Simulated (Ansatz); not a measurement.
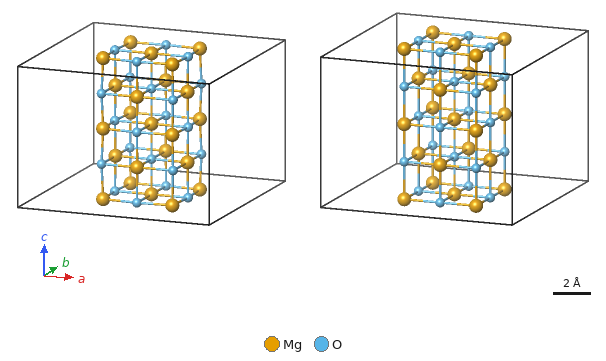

Two geometries of a wire of composition MgO, drawn at one scale. One is the start of a relaxation, the other its converged end. The picture is a ball-and-stick view of the 2 repeat of the cell, with the vacuum cut short, seen slightly off an axis.

Level of theory: Ansatz, DFT PBE, scalar-relativistic, plane waves, PAW. (plane-wave cutoff 420 eV; k-point mesh 1 × 1 × 8; occupations gaussian; smearing width 0.05 eV; no spin polarisation; cell relaxed at fixed a, b, alpha, beta, gamma; force threshold 0.02 eV/Å; at most 45 steps)

**Which geometry has the lower energy?**

The left one is the relaxed one. Case: wire along [0 0 1], 18 atoms a period. The largest moves, 0.11 Å, are those of Mg atoms. By element the largest moves are Mg 0.11 Å, O 0.05 Å. Along the periodic axis the drawn cell goes c 8.507 → 7.980 Å (−6.2 %). Some distances before and after: Mg–O 2.127 → 1.995 Å, Mg–O 2.127 → 2.056 Å, Mg–O 2.127 → 2.173 Å, Mg–O 2.127 → 2.135 Å. Among the angles between lasting bonds that change: O–Mg–O 90.0° → 96.7°, Mg–O–Mg 180.0° → 173.3°, O–Mg–O 180.0° → 174.5°. The energy falls by 1.285 eV per cell of the calculation in 5 accepted moves (7 points after the start). The largest force component goes from 0.98 to 0.003 eV/Å. The SCF was repeated twice at an unchanged geometry on a basis and grid sized afresh for the cell, which shifted the energy by 22.4 meV per cell of the calculation at most.
